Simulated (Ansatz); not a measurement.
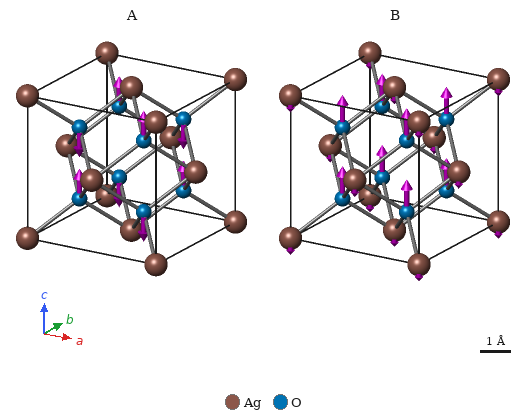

Modes of crystalline AgO2 (a generated structure), space group Fm-3m (No. 225), at the zone centre (one member of each degenerate set). The purple arrows give the relative displacements of the atoms. A ball-and-stick model of the conventional cell (4 times the calculation's cell), seen from a free direction. Lengths and directions refer to the drawn axes.

These are results of DFT PBEsol, scalar-relativistic, plane waves, PAW (Ansatz 0.2.0), not measurements.

The frequencies depend somewhat on the k-mesh and the smearing.

Give the symmetry species and the selection rules of each.

Answer. A is T₂g, Raman-active by symmetry (170 cm⁻¹). B is T₁u, infrared-active by symmetry (297 cm⁻¹). The crystal has a centre of inversion, so no mode is both. In a metal the free carriers screen the infrared response.

Limits of the set-up: an odd number of electrons was run without spin polarisation, which fails if the electron would localise.
